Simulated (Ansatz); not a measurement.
# Nudged elastic band of Sr16Ti16O47 (charge +2) (part 4 of 4)

Continued. System: Sr16Ti16O47 (defect cell, 79 atoms in the cell, total charge +2). Method: DFT PBE, scalar-relativistic, plane waves, PAW, no spin polarisation (Ansatz 0.2.0); cutoff 420 eV, 2×2×2 k-mesh, Gaussian smearing of 0.02 eV. The structure derives from a Materials Project entry. It belongs to a series of runs on one base structure; here: climbing-image band for the jump of O by 2.47 A.

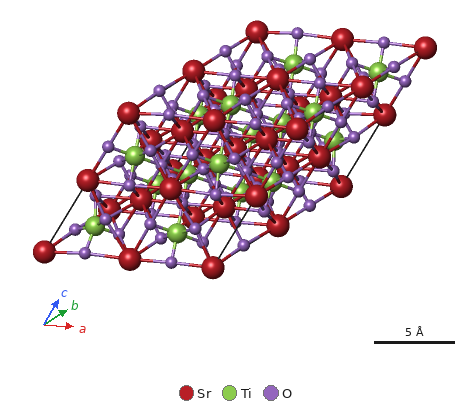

Figure 1. The starting structure (ball-and-stick view of the cell of the calculation, seen at an oblique angle).

**Output, continued**
```
  k-point 2: bands = ["-47.0220", "-47.0220", "-46.9443", "-46.9382", "-46.9181", "-46.9181", "-46.9179", "-46.9179", "-46.9154", "-46.9154", ... 185 levels left out ..., "5.7081", "5.7299", "5.7405", "5.7422", "5.7583", "5.7977", "5.8168", "5.8504", "5.8786", "5.8880", "5.9050", "6.0173", "6.0358", "6.1085", "6.1208", "6.1818", "6.1984", "6.2208", "6.2953", "6.3184", "6.3191", "6.3694", "6.3942", "6.4137", "6.4338", "6.4642", "6.4739", "6.5087", "6.5357",
      "6.5375", "6.5623", "6.5867", "6.6031", "6.6337", "6.6478", "6.6489", "6.6610", "6.6796", "6.7010", "6.7119", "6.7282", "6.7343", "6.7599", "6.7642", "6.7786", "6.7910", "6.8170", "6.8213", "6.8660", "6.8708", "6.8844", "6.9009", "6.9036", "6.9745", "7.0117", "7.1180", "7.1193", "7.1440", "7.1706", "7.3637", "7.3991", "7.4541", "7.5057", "7.5992", "7.6626", "7.6791", "7.6808", "7.7264", "7.7448",
      "7.8557", "7.9380", "7.9852", "8.0068", "8.0289", "8.0801", "8.1000", "8.1565", "8.1783", "8.1909", "8.2361", "8.2539", "8.2567", "8.2712", "8.2948", "8.3015", "8.3136", "8.3253", "8.3374", "8.3680", "8.3712", "8.3859", "8.3916", "8.4123", "8.4324", "8.4509", "8.4675", "8.4800", "8.4875", "8.5146", "8.5659", "8.5733", "8.6037", "8.6101", "8.6399", "8.6534", "8.7548", "8.7611", "8.7982", "8.8006",
      "8.8106", "9.0206", "9.0821", "9.0927", "9.1568", "9.1636", "9.1923", "9.2126", "9.2154", "9.2315", "9.2929", "9.3296", "11.9136", "11.9312", "11.9769", "11.9862", "12.0179", "12.0823", "12.0833", "12.0853", "12.1091", "12.3023", "12.4061", "12.4659", "12.8712", "12.9706", "12.9726", "12.9867", "12.9914", "13.0162", "13.0239", "13.0329", "13.0445", "13.0463", "13.0614", "13.0635", "13.0637", "13.1012", "13.1093", "13.1146",
      "13.1378", "13.1385", "13.1454", "13.1733", "13.2028", "13.2861", "13.3176", "13.4157", "13.4596", "13.4676", "13.4951", "13.5174", "13.5418", "13.5570", "13.5663", "13.5878", "13.6253", "13.6555", "13.7096", "13.7243", "13.8481", "14.1148", "14.4450", "14.4484", "14.4910", "14.4933", "14.5314", "14.5695", "14.5979", "14.7503", "14.8051", "14.8820", "14.8883", "15.0766", "15.1638", "15.1921", "15.3133", "15.4465", "15.5959", "15.6958",
      "15.7286", "15.8390", "15.8428", "15.9179", "16.0328", "16.0813", "16.0984", "16.2112", "16.2863", "16.4090", "16.5482"]
  k-point 7: bands = ["-47.0220", "-47.0220", "-46.9443", "-46.9382", "-46.9181", "-46.9181", "-46.9179", "-46.9179", "-46.9154", "-46.9154", ... 185 levels left out ..., "5.7110", "5.7348", "5.7372", "5.7448", "5.7649", "5.7843", "5.7933", "5.8132", "5.8379", "5.8957", "5.9422", "6.0159", "6.0552", "6.0800", "6.1097", "6.1146", "6.1636", "6.2328", "6.2733", "6.2938", "6.3202", "6.3633", "6.3901", "6.4069", "6.4352", "6.4514", "6.5088", "6.5135", "6.5473",
      "6.5541", "6.5961", "6.6019", "6.6252", "6.6294", "6.6534", "6.6612", "6.6778", "6.6852", "6.7020", "6.7071", "6.7281", "6.7596", "6.7674", "6.7743", "6.7786", "6.7913", "6.8016", "6.8198", "6.8625", "6.8877", "6.8918", "6.9257", "6.9487", "6.9743", "7.0323", "7.0668", "7.1118", "7.1523", "7.2378", "7.3167", "7.4020", "7.4376", "7.4462", "7.5392", "7.6402", "7.6540", "7.7280", "7.7550", "7.8003",
      "7.8224", "7.9012", "7.9417", "8.0093", "8.0273", "8.0740", "8.1269", "8.1775", "8.1946", "8.2268", "8.2326", "8.2516", "8.2580", "8.2669", "8.2791", "8.2900", "8.3074", "8.3095", "8.3335", "8.3484", "8.3521", "8.3912", "8.3915", "8.4024", "8.4192", "8.4246", "8.4668", "8.4928", "8.5214", "8.5334", "8.5433", "8.5598", "8.5783", "8.6204", "8.6456", "8.6753", "8.7262", "8.7655", "8.7894", "8.8170",
      "8.8932", "9.0807", "9.0829", "9.0862", "9.1232", "9.1472", "9.1640", "9.2146", "9.2220", "9.2390", "9.3025", "9.3290", "11.8788", "11.9197", "11.9251", "12.0408", "12.0449", "12.0680", "12.0694", "12.1212", "12.1345", "12.3714", "12.4117", "12.4270", "12.8102", "12.9196", "12.9822", "12.9952", "13.0036", "13.0063", "13.0314", "13.0324", "13.0426", "13.0439", "13.0654", "13.0765", "13.0989", "13.1048", "13.1147", "13.1222",
      "13.1323", "13.1359", "13.1787", "13.1874", "13.1890", "13.2333", "13.3230", "13.3339", "13.4782", "13.4975", "13.4994", "13.5136", "13.5274", "13.5695", "13.5808", "13.6099", "13.6111", "13.6650", "13.7199", "13.7796", "13.8096", "14.0565", "14.4036", "14.4463", "14.4902", "14.5024", "14.5236", "14.5639", "14.6391", "14.7585", "14.7909", "14.8165", "14.9559", "15.0954", "15.2076", "15.2177", "15.2794", "15.4367", "15.6305", "15.6938",
      "15.7634", "15.7851", "15.8790", "15.9380", "16.0151", "16.0294", "16.0992", "16.1196", "16.3059", "16.4843", "16.5675"]
this run last wrote the band of iteration 28 to [file]
--- NEB band (7 images, 28 band iterations, 916 SCF iterations) ---
  forward barrier  = 0.229134 eV
  backward barrier = 0.229134 eV
  lagrangian_above_aufbau_ev (what the smearing adds, to first order; not taken off the barriers): saddle image +0.000000 eV, end points +0.000000 and +0.000000 eV
  climbing image's point = of an order that was not read
  energies are F+E_penalty+E_count in eV, relative to image 0
  image     s (Å)  Δ vs image 0  max|band force component| (eV/Å)
      0    0.0000      0.000000                                 —
      1    0.6291     -0.060074                          2.178e-2
      2    1.2583      0.099642                          2.600e-2
  *   3    1.8875      0.229134                          7.130e-3
      4    2.5168      0.099642                          2.599e-2
      5    3.1460     -0.060074                          2.178e-2
      6    3.7751     -0.000000                                 —
  climbing-image geometry (image 3):
  cell:  # Å, volume = 975.9445 Å³
    - [0.0, -7.8728452177, 7.8728452177]
    - [-7.8728452177, 0.0, 7.8728452177]
    - [-7.8728452177, -7.8728452177, 0.0]
  atoms:
    - { symbol: Sr, position: [0.7440291240745216, 0.748853761547021, 0.7594631810154684] }
    - { symbol: Sr, position: [0.25414653143151333, 0.7519935388435716, 0.751126722582042] }
    - { symbol: Sr, position: [0.7535989412958005, 0.24884069917579932, 0.7488407432340874] }
    - { symbol: Sr, position: [0.2517415181609207, 0.248466902370307, 0.7484669468136933] }
    - { symbol: Sr, position: [0.5072667957448931, 0.498873333297974, 0.49800647915534724] }
    - { symbol: Sr, position: [0.7509207296092268, 0.7447317660701893, 0.24473179457185523] }
    - { symbol: Sr, position: [0.0023460077135160906, 0.49053681949374806, 0.5011463084907127] }
    - { symbol: Sr, position: [0.2635595441858891, 0.744974581178995, 0.244974596640256] }
    - { symbol: Sr, position: [0.49038424587597385, 0.005268259071410708, 0.5052682903905034] }
    - { symbol: Sr, position: [0.7440291035865071, 0.2594632178850146, 0.24885377744736736] }
    - { symbol: Sr, position: [0.003508633534697842, 0.005025422039123557, 0.5050254402827331] }
    - { symbol: Sr, position: [0.2541465733064947, 0.25112669111967745, 0.25199349480280864] }
    - { symbol: Sr, position: [0.5012803164002415, 0.5011592995192393, 0.0011593436722751038] }
    - { symbol: Sr, position: [-0.0013246464312519635, 0.5015330847361799, 0.001533125801014612] }
    - { symbol: Sr, position: [0.5072667616092983, -0.0019934764736597166, -0.0011266348405199467] }
    - { symbol: Sr, position: [0.0023460423211362214, 1.0011462949567345, 0.9905367835650728] }
    - { symbol: Ti, position: [0.8608167373154011, 0.875000057261445, 0.3750000271399684] }
    - { symbol: Ti, position: [0.3736388019537772, 0.8750000050611627, 0.37500003692189277] }
    - { symbol: Ti, position: [0.8796487082233695, 0.3734716468025822, 0.3740403943088071] }
    - { symbol: Ti, position: [0.37716067135873166, 0.37652845662435563, 0.3759596814021937] }
    - { symbol: Ti, position: [0.6290568702902521, 0.6247051918947866, 0.12470520926775841] }
    - { symbol: Ti, position: [0.879648725669174, 0.874040401381088, 0.8734716474035304] }
    - { symbol: Ti, position: [0.12911046408543325, 0.6250783289531922, 0.12507831378421624] }
    - { symbol: Ti, position: [0.3771606538524409, 0.8759596821726537, 0.8765284496253668] }
    - { symbol: Ti, position: [0.6265267950053464, 0.12372152711487722, 0.1262785793500934] }
    - { symbol: Ti, position: [0.8705044724838266, 0.37499999241204607, 0.8750000410909221] }
    - { symbol: Ti, position: [0.1352008460736825, 0.13485500682851304, 0.11514503405558049] }
    - { symbol: Ti, position: [0.3860289951329302, 0.3750000007889701, 0.8750000312027438] }
    - { symbol: Ti, position: [0.626526810584236, 0.6262785575353739, 0.6237215398276836] }
    - { symbol: Ti, position: [0.13520082767381314, 0.615145023618636, 0.6348550206238031] }
    - { symbol: Ti, position: [0.6292670648240322, 0.12492174140800283, 0.6249217260195059] }
    - { symbol: Ti, position: [0.1284671953381315, 0.12529484885642111, 0.6252948658636983] }
    - { symbol: O, position: [0.020063595264069423, 0.8750000366156306, 0.37499994026842176] }
    - { symbol: O, position: [0.5109778046886999, 0.7525418990180974, 0.497458060156476] }
    - { symbol: O, position: [-0.0012930526552430432, 0.2491243708513377, 0.499779633643315] }
    - { symbol: O, position: [0.4846450916845485, 0.2613359561864823, 0.5064526725950584] }
    - { symbol: O, position: [0.7494045695624256, 0.4978356444665954, 0.24925634347895642] }
    - { symbol: O, position: [0.0024337759171652595, 0.7435472795350642, -0.011335989030539506] }
    - { symbol: O, position: [0.24717448462655361, 0.49813320371260555, 0.24687859209300667] }
    - { symbol: O, position: [0.49761097952333055, 0.7502203325561978, 0.0008755979418935134] }
    - { symbol: O, position: [0.7697535913076305, 0.015208480024325899, 0.23479151250591968] }
    - { symbol: O, position: [-0.005357307031739533, 0.24036729135213067, 0.009632667388650387] }
    - { symbol: O, position: [0.2577219089353584, 0.002596730975203271, 0.2474032170372421] }
    - { symbol: O, position: [0.4986069403324064, 0.2475162539220476, 0.0024836823992967494] }
    - { symbol: O, position: [0.7457130205072003, 0.4950499856854932, 0.7549499666462688] }
    - { symbol: O, position: [0.2451041469773242, 0.49863674051134843, 0.7513632738803393] }
    - { symbol: O, position: [0.7421862895549229, 0.0031213966284149297, 0.7518667900974579] }
    - { symbol: O, position: [0.24649658917933664, 0.0007436189051037295, 0.7521643215729723] }
    - { symbol: O, position: [0.5109778333531746, -0.0025419438086696777, 0.2525419004720384] }
    - { symbol: O, position: [0.0024337957835867674, 0.48866399872236616, 0.24354730246352024] }
    - { symbol: O, position: [0.49761099408013326, 0.5008755882838318, 0.2502203558809194] }
    - { symbol: O, position: [0.7494045527485242, 0.7492563615041172, -0.0021643762757613816] }
    - { symbol: O, position: [-0.001293023237016633, -0.000220390783942759, 0.7491243799292064] }
    - { symbol: O, position: [0.2471744693596299, 0.7468786192907595, -0.0018668201967735887] }
    - { symbol: O, position: [0.48464512311265895, 0.006452652024737632, 0.7613359652641002] }
    - { symbol: O, position: [0.7457130029923846, 0.25494998692936993, -0.00495003797865784] }
    - { symbol: O, position: [-0.005357296165755809, 0.5096326521434613, 0.7403673026924388] }
    - { symbol: O, position: [0.24510412419046523, 0.25136327852717966, -0.0013632635875904797] }
    - { symbol: O, position: [0.4986069475412501, 0.5024836604285848, 0.7475162770306336] }
    - { symbol: O, position: [0.7697535786164975, 0.7347915512277472, 0.5152084437145269] }
    - { symbol: O, position: [0.2577218901215824, 0.7474032480256768, 0.502596698333437] }
    - { symbol: O, position: [0.7421862770214677, 0.25186681578551906, 0.5031213722843555] }
    - { symbol: O, position: [0.24649657165114722, 0.25216434379581143, 0.5007435963013623] }
    - { symbol: O, position: [-0.01252723872841377, 0.7462356689933018, 0.24623565877615944] }
    - { symbol: O, position: [0.5041144928755359, 0.7497179913678695, 0.24971798267193757] }
    - { symbol: O, position: [-0.008409474180799764, 0.2304358022323629, 0.2601691191702835] }
    - { symbol: O, position: [0.5006084579153476, 0.24964320583466998, 0.2525175144012093] }
    - { symbol: O, position: [0.7497070282621361, 0.5000136055268918, 1.3610761401494642e-5] }
    - { symbol: O, position: [-0.008409484574153192, 0.7601691259675876, 0.7304357936994856] }
    - { symbol: O, position: [0.2511281828941444, 0.4966304406203146, -0.0033695502791956655] }
    - { symbol: O, position: [0.5006084499070791, 0.7525175201465926, 0.7496432027138039] }
    - { symbol: O, position: [0.7527692608773637, -0.002517604963350961, 0.0003567627248719507] }
    - { symbol: O, position: [-0.000265706263265858, 0.24998634305843478, 0.7499863476651332] }
    - { symbol: O, position: [0.2321954934710727, -0.01016914163142911, 0.01956414599598222] }
    - { symbol: O, position: [0.4943890394103481, 0.25336951203662067, 0.7533695218425509] }
    - { symbol: O, position: [0.7527692528888483, 0.5003567691287447, 0.49748239360408353] }
    - { symbol: O, position: [0.23219548316467808, 0.5195641526618233, 0.48983084751312506] }
    - { symbol: O, position: [0.7299441189106455, 0.0037643328177275337, 0.503764318010665] }
    - { symbol: O, position: [0.253550511341759, 0.0002819696137787153, 0.5002819602135312] }
```

**Summary**

| quantity | value |
| --- | --- |
| outcome | converged |
| barrier, forward | 0.229 eV |
| barrier, backward | 0.229 eV |
| electrons treated | 632 |
| hardware | 8 threads of Intel Xeon @ 2.50GHz (Skylake/Cascade Lake), 64 GiB of memory available, shared host |
| wall time | 63 min (CPU time 7.9 h) |
| peak memory | 19 GiB |

**Notes**

The order of the saddle point was not checked.
